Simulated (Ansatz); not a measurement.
# Run report: HfO2, geometry relaxation (part 3 of 3)

HfO2 (P2₁/c, 12 atoms in the cell); DFT, PBEsol, plane waves, PAW, no spin polarisation (Ansatz 0.2.0); cutoff 420 eV, 4×4×4 k-mesh, Fermi–Dirac smearing of 0.02 eV. The structure derives from an entry of the Crystallography Open Database. The geometry comes from this level: PBE.

**File v_z.tsv**
```
# z_ang	v_es[eV]	v_tot[eV]
# format = ansatz-planar-average/11
# xc	pbesol
# density_cutoff_ev	1680
# datasets	Hf=:simpson_from_first_knot:soft:shift=-916684	O=:simpson_from_first_knot:soft:shift=-234619
# lattice	5.096131743	-0.000000000	-0.012906278
# lattice	-0.000000000	5.176616276	0.000000000
# lattice	-0.868170923	0.000000000	5.199591361
# sites	12
# site	72	1.231573127	0.222491231	1.078817860
# site	72	3.430473155	2.810799369	1.508071542
# site	72	2.996387694	4.954125045	4.107867222
# site	72	0.797487665	2.365816907	3.678613541
# site	8	1.862237442	3.924674247	2.489744126
# site	8	2.799808840	1.336366109	0.097145276
# site	8	2.365723379	1.251942029	2.696940957
# site	8	1.428151980	3.840250167	5.089539806
# site	8	0.066078501	1.744757726	1.772847518
# site	8	4.595967781	4.333065864	0.814041884
# site	8	4.161882320	3.431858550	3.413837564
# site	8	-0.368006961	0.843550412	4.372643199
0.000000	1.194821e1	9.620148e-1
0.146433	1.185079e1	8.108131e-1
0.292865	1.137278e1	1.992145e-1
0.439298	1.073042e1	-6.231557e-1
0.585730	9.985830e0	-1.595674e0
0.732163	9.030532e0	-2.870859e0
0.878595	8.008702e0	-4.255197e0
1.025028	7.212593e0	-5.388860e0
1.171460	6.718306e0	-6.137762e0
1.317893	6.470542e0	-6.472954e0
1.464326	6.718306e0	-6.137762e0
1.610758	7.212593e0	-5.388860e0
1.757191	8.008702e0	-4.255197e0
1.903623	9.030532e0	-2.870859e0
2.050056	9.985830e0	-1.595674e0
2.196488	1.073042e1	-6.231557e-1
2.342921	1.137278e1	1.992145e-1
2.489353	1.185079e1	8.108131e-1
2.635786	1.194821e1	9.620148e-1
2.782219	1.185079e1	8.108131e-1
2.928651	1.137278e1	1.992145e-1
3.075084	1.073042e1	-6.231557e-1
3.221516	9.985830e0	-1.595674e0
3.367949	9.030532e0	-2.870859e0
3.514381	8.008702e0	-4.255197e0
3.660814	7.212593e0	-5.388860e0
3.807246	6.718306e0	-6.137762e0
3.953679	6.470542e0	-6.472954e0
4.100112	6.718306e0	-6.137762e0
4.246544	7.212593e0	-5.388860e0
4.392977	8.008702e0	-4.255197e0
4.539409	9.030532e0	-2.870859e0
4.685842	9.985830e0	-1.595674e0
4.832274	1.073042e1	-6.231557e-1
4.978707	1.137278e1	1.992145e-1
5.125139	1.185079e1	8.108131e-1
```

**Trajectory as extended XYZ (Å, eV, eV/Å), 10 frames, from step=1 to step=10**
```
12
Lattice="5.1611 0.0000 -0.0158 0.0000 5.2119 0.0000 -0.8820 0.0000 5.2791" Properties=species:S:1:pos:R:3:forces:R:3 step=1 energy=-66901.04695 pressure_GPa=-7.13
Hf    1.2394    0.2235    1.0956   -0.0162   0.0537  -0.0374
Hf    3.4807    2.8295    1.5281    0.0162   0.0537   0.0374
Hf    3.0397    4.9884    4.1676    0.0162  -0.0537   0.0374
Hf    0.7984    2.3824    3.7352   -0.0162  -0.0537  -0.0374
O     1.8978    3.9465    2.5091    0.0796  -0.0008  -0.0062
O     2.8223    1.3405    0.1147   -0.0796  -0.0008   0.0062
O     2.3813    1.2654    2.7542   -0.0796   0.0008   0.0062
O     1.4568    3.8714    5.1486    0.0796   0.0008  -0.0062
O     0.0391    1.7127    1.8385    0.0168   0.0210   0.0562
O     4.6810    4.3186    0.7852   -0.0168   0.0210  -0.0562
O     4.2400    3.4992    3.4248   -0.0168  -0.0210  -0.0562
O    -0.4019    0.8933    4.4781    0.0168  -0.0210   0.0562
12
Lattice="5.0878 0.0000 -0.0146 0.0000 5.1578 0.0000 -0.8685 0.0000 5.2009" Properties=species:S:1:pos:R:3:forces:R:3 step=2 energy=-66901.16499 pressure_GPa=2.08
Hf    1.2298    0.2240    1.0808   -0.0649  -0.0086   0.0144
Hf    3.4238    2.8028    1.5051    0.0649  -0.0086  -0.0144
Hf    2.9895    4.9338    4.1055    0.0649   0.0086  -0.0144
Hf    0.7956    2.3549    3.6812   -0.0649   0.0086   0.0144
O     1.8614    3.9046    2.4767   -0.0013   0.0131   0.0578
O     2.7922    1.3257    0.1091    0.0013   0.0131  -0.0578
O     2.3580    1.2532    2.7095    0.0013  -0.0131  -0.0578
O     1.4272    3.8321    5.0772   -0.0013  -0.0131   0.0578
O     0.0386    1.6988    1.8070    0.0414   0.0021  -0.0350
O     4.6150    4.2777    0.7788   -0.0414   0.0021   0.0350
O     4.1808    3.4589    3.3793   -0.0414  -0.0021   0.0350
O    -0.3957    0.8800    4.4074    0.0414  -0.0021  -0.0350
12
Lattice="5.1051 0.0000 -0.0199 0.0000 5.1623 0.0000 -0.8767 0.0000 5.2258" Properties=species:S:1:pos:R:3:forces:R:3 step=3 energy=-66901.16711 pressure_GPa=0.00
Hf    1.2301    0.2225    1.0833    0.0101  -0.0056   0.0137
Hf    3.4366    2.8037    1.5098   -0.0101  -0.0056  -0.0137
Hf    2.9983    4.9398    4.1227   -0.0101   0.0056  -0.0137
Hf    0.7918    2.3586    3.6962    0.0101   0.0056   0.0137
O     1.8699    3.9086    2.4875   -0.0257   0.0120   0.0202
O     2.7968    1.3274    0.1055    0.0257   0.0120  -0.0202
O     2.3585    1.2538    2.7184    0.0257  -0.0120  -0.0202
O     1.4316    3.8349    5.1004   -0.0257  -0.0120   0.0202
O     0.0416    1.7027    1.8135   -0.0227   0.0218  -0.0119
O     4.6252    4.2838    0.7795    0.0227   0.0218   0.0119
O     4.1868    3.4597    3.3924    0.0227  -0.0218   0.0119
O    -0.3968    0.8785    4.4264   -0.0227  -0.0218  -0.0119
12
Lattice="5.1011 0.0000 -0.0162 0.0000 5.1696 0.0000 -0.8723 0.0000 5.2159" Properties=species:S:1:pos:R:3:forces:R:3 step=4 energy=-66901.16993 pressure_GPa=-0.06
Hf    1.2324    0.2231    1.0812   -0.0341  -0.0123  -0.0061
Hf    3.4326    2.8079    1.5106    0.0341  -0.0123   0.0061
Hf    2.9964    4.9464    4.1185    0.0341   0.0123   0.0061
Hf    0.7962    2.3616    3.6892   -0.0341   0.0123  -0.0061
O     1.8669    3.9175    2.4951   -0.0233   0.0021  -0.0213
O     2.7980    1.3328    0.0966    0.0233   0.0021   0.0213
O     2.3619    1.2520    2.7046    0.0233  -0.0021   0.0213
O     1.4308    3.8368    5.1031   -0.0233  -0.0021  -0.0213
O     0.0518    1.7205    1.7949   -0.0140   0.0297   0.0085
O     4.6131    4.3053    0.7969    0.0140   0.0297  -0.0085
O     4.1770    3.4490    3.4048    0.0140  -0.0297  -0.0085
O    -0.3843    0.8643    4.4029   -0.0140  -0.0297   0.0085
12
Lattice="5.1045 0.0000 -0.0139 0.0000 5.1766 0.0000 -0.8706 0.0000 5.2027" Properties=species:S:1:pos:R:3:forces:R:3 step=5 energy=-66901.17076 pressure_GPa=-0.13
Hf    1.2323    0.2248    1.0803    0.0178  -0.0325  -0.0122
Hf    3.4369    2.8131    1.5071   -0.0178  -0.0325   0.0122
Hf    3.0016    4.9518    4.1084   -0.0178   0.0325   0.0122
Hf    0.7969    2.3635    3.6817    0.0178   0.0325  -0.0122
O     1.8665    3.9218    2.4907    0.0081   0.0312  -0.0161
O     2.8027    1.3335    0.0967   -0.0081   0.0312   0.0161
O     2.3674    1.2548    2.6981   -0.0081  -0.0312   0.0161
O     1.4311    3.8432    5.0920    0.0081  -0.0312  -0.0161
O     0.0580    1.7342    1.7819    0.0039   0.0115   0.0063
O     4.6112    4.3225    0.8055   -0.0039   0.0115  -0.0063
O     4.1759    3.4424    3.4068   -0.0039  -0.0115  -0.0063
O    -0.3773    0.8541    4.3833    0.0039  -0.0115   0.0063
12
Lattice="5.0990 0.0000 -0.0140 0.0000 5.1761 0.0000 -0.8698 0.0000 5.2046" Properties=species:S:1:pos:R:3:forces:R:3 step=6 energy=-66901.17196 pressure_GPa=-0.00
Hf    1.2319    0.2233    1.0794    0.0017  -0.0094   0.0018
Hf    3.4322    2.8114    1.5089   -0.0017  -0.0094  -0.0018
Hf    2.9973    4.9527    4.1112   -0.0017   0.0094  -0.0018
Hf    0.7970    2.3647    3.6817    0.0017   0.0094   0.0018
O     1.8631    3.9238    2.4904    0.0027   0.0012   0.0016
O     2.8009    1.3358    0.0979   -0.0027   0.0012  -0.0016
O     2.3660    1.2523    2.7002   -0.0027  -0.0012  -0.0016
O     1.4282    3.8403    5.0927    0.0027  -0.0012   0.0016
O     0.0634    1.7407    1.7777   -0.0043   0.0047   0.0029
O     4.6006    4.3287    0.8106    0.0043   0.0047  -0.0029
O     4.1657    3.4354    3.4129    0.0043  -0.0047  -0.0029
O    -0.3715    0.8473    4.3800   -0.0043  -0.0047   0.0029
12
Lattice="5.0994 0.0000 -0.0139 0.0000 5.1765 0.0000 -0.8698 0.0000 5.2034" Properties=species:S:1:pos:R:3:forces:R:3 step=7 energy=-66901.17202 pressure_GPa=-0.00
Hf    1.2320    0.2225    1.0793   -0.0016   0.0013  -0.0008
Hf    3.4326    2.8108    1.5085    0.0016   0.0013   0.0008
Hf    2.9977    4.9540    4.1101    0.0016  -0.0013   0.0008
Hf    0.7971    2.3657    3.6810   -0.0016  -0.0013  -0.0008
O     1.8639    3.9241    2.4903   -0.0008   0.0011   0.0004
O     2.8006    1.3358    0.0975    0.0008   0.0011  -0.0004
O     2.3658    1.2525    2.6992    0.0008  -0.0011  -0.0004
O     1.4290    3.8407    5.0920   -0.0008  -0.0011   0.0004
O     0.0636    1.7415    1.7768    0.0007  -0.0003   0.0004
O     4.6009    4.3298    0.8109   -0.0007  -0.0003  -0.0004
O     4.1661    3.4350    3.4126   -0.0007   0.0003  -0.0004
O    -0.3713    0.8468    4.3785    0.0007   0.0003   0.0004
12
Lattice="5.0994 0.0000 -0.0139 0.0000 5.1765 0.0000 -0.8698 0.0000 5.2034" Properties=species:S:1:pos:R:3:forces:R:3 step=8 energy=-66901.15191 pressure_GPa=-0.26
Hf    1.2320    0.2225    1.0793   -0.0031   0.0013  -0.0006
Hf    3.4326    2.8108    1.5085    0.0031   0.0013   0.0006
Hf    2.9977    4.9540    4.1101    0.0031  -0.0013   0.0006
Hf    0.7971    2.3657    3.6810   -0.0031  -0.0013  -0.0006
O     1.8639    3.9241    2.4903   -0.0011   0.0014  -0.0003
O     2.8006    1.3358    0.0975    0.0011   0.0014   0.0003
O     2.3658    1.2525    2.6992    0.0011  -0.0014   0.0003
O     1.4290    3.8407    5.0920   -0.0011  -0.0014  -0.0003
O     0.0636    1.7415    1.7768    0.0006  -0.0003   0.0001
O     4.6009    4.3298    0.8109   -0.0006  -0.0003  -0.0001
O     4.1661    3.4350    3.4126   -0.0006   0.0003  -0.0001
O    -0.3713    0.8468    4.3785    0.0006   0.0003   0.0001
12
Lattice="5.0961 0.0000 -0.0129 0.0000 5.1766 0.0000 -0.8682 0.0000 5.1996" Properties=species:S:1:pos:R:3:forces:R:3 step=9 energy=-66901.15304 pressure_GPa=0.00
Hf    1.2316    0.2225    1.0788    0.0017  -0.0011   0.0012
Hf    3.4305    2.8108    1.5081   -0.0017  -0.0011  -0.0012
Hf    2.9964    4.9541    4.1079   -0.0017   0.0011  -0.0012
Hf    0.7975    2.3658    3.6786    0.0017   0.0011   0.0012
O     1.8622    3.9247    2.4897   -0.0013  -0.0002  -0.0003
O     2.7998    1.3364    0.0971    0.0013  -0.0002   0.0003
O     2.3657    1.2519    2.6969    0.0013   0.0002   0.0003
O     1.4282    3.8403    5.0895   -0.0013   0.0002  -0.0003
O     0.0661    1.7448    1.7728   -0.0004   0.0003  -0.0014
O     4.5960    4.3331    0.8140    0.0004   0.0003   0.0014
O     4.1619    3.4319    3.4138    0.0004  -0.0003   0.0014
O    -0.3680    0.8436    4.3726   -0.0004  -0.0003  -0.0014
12
Lattice="5.0961 0.0000 -0.0129 0.0000 5.1766 0.0000 -0.8682 0.0000 5.1996" Properties=species:S:1:pos:R:3:forces:R:3 step=10 energy=-66901.15210 pressure_GPa=-0.01
Hf    1.2316    0.2225    1.0788    0.0015  -0.0012   0.0012
Hf    3.4305    2.8108    1.5081   -0.0015  -0.0012  -0.0012
Hf    2.9964    4.9541    4.1079   -0.0015   0.0012  -0.0012
Hf    0.7975    2.3658    3.6786    0.0015   0.0012   0.0012
O     1.8622    3.9247    2.4897   -0.0013  -0.0001  -0.0004
O     2.7998    1.3364    0.0971    0.0013  -0.0001   0.0004
O     2.3657    1.2519    2.6969    0.0013   0.0001   0.0004
O     1.4282    3.8403    5.0895   -0.0013   0.0001  -0.0004
O     0.0661    1.7448    1.7728   -0.0005   0.0003  -0.0014
O     4.5960    4.3331    0.8140    0.0005   0.0003   0.0014
O     4.1619    3.4319    3.4138    0.0005  -0.0003   0.0014
O    -0.3680    0.8436    4.3726   -0.0005  -0.0003  -0.0014
```

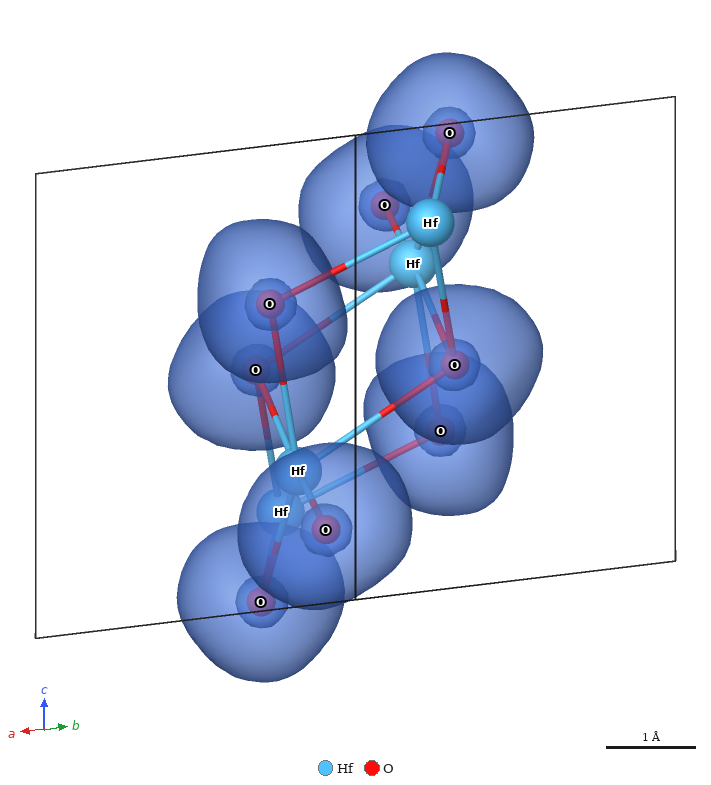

Figure 1. Isosurface of the ELF at 0.6 (blue), seen along [110]. Only the valence region is drawn (cores and ρ < 0.01 e/Å³ removed). Sticks mark near contacts. The outline is the cell set on symmetry axes. Profiles from the grid: Hf–O (2.04 Å): the ELF peaks at about 0.85 in the valence shell of O, 0.6 Å from its nucleus, and drops to about 0.20 between the two atoms. Hf–O (2.13 Å): the ELF peaks at about 0.85 in the valence shell of O, 0.6 Å from its nucleus, and drops to about 0.20 between the two atoms. Core electrons are frozen (PAW), so the fields are smoothed inside the atomic spheres.

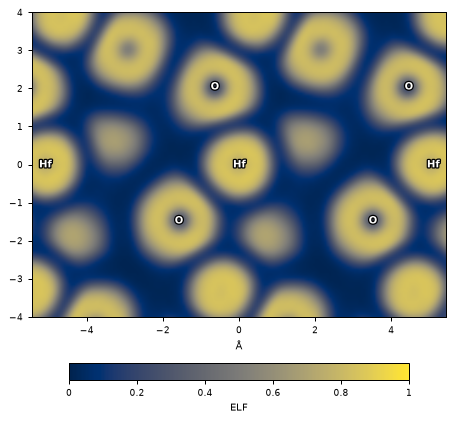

Figure 2. ELF on the (011) plane of the conventional cell. The section cuts through Hf and O sites. Hf–O (2.14 Å): the ELF peaks at about 0.85 in the valence shell of O, 0.6 Å from its nucleus, and drops to about 0.20 between the two atoms. The strong features right at Hf lie inside the PAW spheres (semicore, d or f shells) and say nothing about bonding.

This output came from the following input.

**Input file**
```yaml
crystal:
  lattice:
    - [5.1611202091, 0.0, -0.0157983871]
    - [0.0, 5.2118854383, 0.0]
    - [-0.8819917863, 0.0, 5.2790827545]
  atoms:
    - { symbol: Hf, position: [0.275747076, 0.0428879732, 0.2083688982] }
    - { symbol: Hf, position: [0.724252924, 0.5428879732, 0.2916311018] }
    - { symbol: Hf, position: [0.724252924, 0.9571120268, 0.7916311018] }
    - { symbol: Hf, position: [0.275747076, 0.4571120268, 0.7083688982] }
    - { symbol: O, position: [0.4491660078, 0.7572064153, 0.476627935] }
    - { symbol: O, position: [0.5508339922, 0.2572064153, 0.023372065] }
    - { symbol: O, position: [0.5508339922, 0.2427935847, 0.523372065] }
    - { symbol: O, position: [0.4491660078, 0.7427935847, 0.976627935] }
    - { symbol: O, position: [0.0671258159, 0.3286094433, 0.3484650268] }
    - { symbol: O, position: [0.9328741841, 0.8286094433, 0.1515349732] }
    - { symbol: O, position: [0.9328741841, 0.6713905567, 0.6515349732] }
    - { symbol: O, position: [0.0671258159, 0.1713905567, 0.8484650268] }
kpoints:
  mp_grid: { grid: [4, 4, 4] }
hamiltonian:
  xc: pbesol
scf:
  occupations: { method: fermi_dirac, width: 0.02 }
relax:
  f_tol: 0.005
  cell: {}
output:
  write_density: true
  write_potential: true
  elf: true
  volumetric_format: npy
```

Run as:
```bash
ansatz run input.yaml --threads 8 --pin off --max-ram 20275MiB --backend cpu --events-out ev --progress --plain --runs-dir out
```

**Key numbers**

- outcome: converged
- space group (tolerance 0.01 Å): P2₁/c (14)
- electrons treated: 152
- free energy: −66901.1521 eV
- Fermi energy: 16.154 eV
- gap on the k-point mesh: 3.97 eV
- pressure: −0.01 GPa
- final volume: 137.11 Å³
- largest force (length of the vector) at the end: 0.002 eV/Å
- final cell: a = 5.096 Å, b = 5.177 Å, c = 5.272 Å, α = 90.00°, β = 99.62°, γ = 90.00°
- hardware: 8 threads of Arm Neoverse V2, 24 GiB of memory available, shared host
- wall time: 30 s (CPU time 3.8 min)
- peak memory: 1 GiB

Spin–orbit coupling is left out, which matters for Hf.
